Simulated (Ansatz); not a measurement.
**AlN: density, localisation and related maps**

Input

```
crystal:
  lattice:
    - [3.14399832, 0.0, 0.0]
    - [-1.57199916, 2.72278242, 0.0]
    - [0.0, 0.0, 5.046]
  atoms:
    - { symbol: "N", position: [0.66666667, 0.33333333, 0.381] }
    - { symbol: "N", position: [0.33333333, 0.66666667, 0.881] }
    - { symbol: Al, position: [0.66666667, 0.33333333, 0.0] }
    - { symbol: Al, position: [0.33333333, 0.66666667, 0.5] }
hamiltonian:
  xc: pbe
  pseudopotentials: { kind: paw }
basis:
  ecutwfc: 420
kpoints:
  mp_grid: { grid: [7, 7, 4] }
scf:
  occupations: { method: fermi_dirac, width: 0.05 }
  lower_state_search: "off"
output:
  forces: true
  stress: true
  write_density: true
  write_potential: true
  elf: true
  volumetric_format: npy
```

Launched as:

```sh
ansatz run input.yaml --threads 2 --pin off --max-ram 5120MiB --backend cpu --events-out ev --progress --plain --runs-dir out
```

Below, planes, directions and counts refer to the conventional cell (a = 3.14 Å, b = 3.14 Å, c = 5.05 Å, α = 90.00°, β = 90.00°, γ = 120.00°).

Space group P6₃mc; computed pressure about −3 GPa in this cell.

The calculation used DFT, PBE, PAW, plane waves, scalar-relativistic in Ansatz.

Core electrons are frozen (PAW), and the valence fields are smoothed inside the atomic spheres.

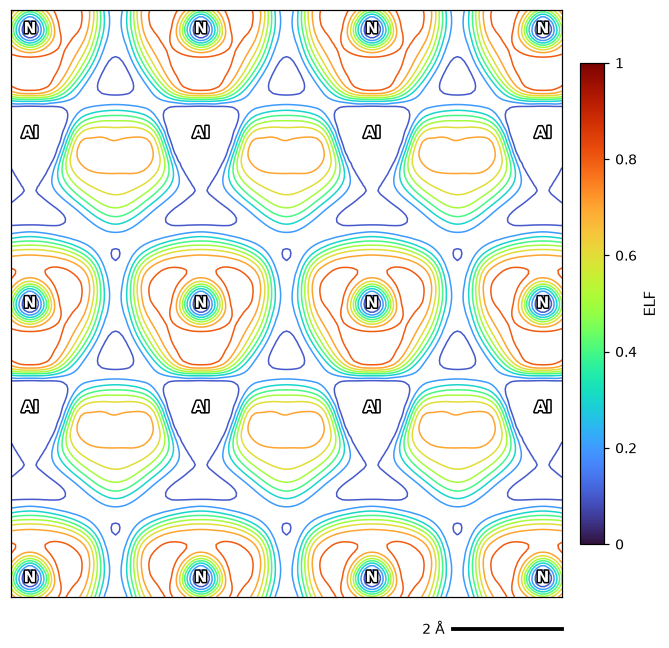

Figure 1. ELF on the (010) plane of the conventional cell.

### Describe what can be read from this map.

- The plane passes through N and Al nuclei.
- Atoms just off the plane (N, 0.9 Å away and Al, 0.9 Å away) can leave unmarked features too.
- Al–N (1.92 Å): the ELF peaks at about 0.90 in the valence shell of N, 0.7 Å from its nucleus, and is about 0.85 at the midpoint.

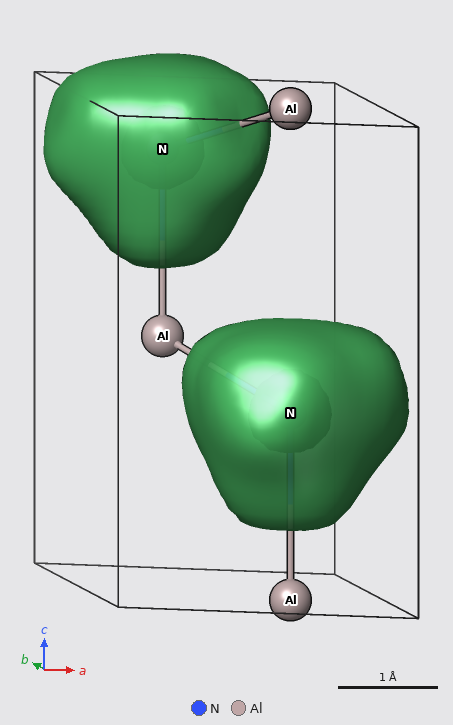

Figure 2. Isosurface of the electron localisation function at 0.65 (green), seen slightly off an axis. Core shells and regions of very low density are left out. Sticks mark near contacts.

### Identify the bonds, lone pairs and shells in this picture.

At this value the surface marks out two regions on N in which the atom's valence shell and bonds are merged, counted in one cell of 4 atoms. Regions shared between cells count once. Profiles from the grid: Al–N (1.91 Å): the ELF peaks at about 0.90 between the atoms, as expected for a polar covalent bond.

### Metal or insulator at this level of theory?

It is gapped, with a Kohn–Sham gap of 3.9 eV on the k-point mesh, an upper bound to the gap of this method.
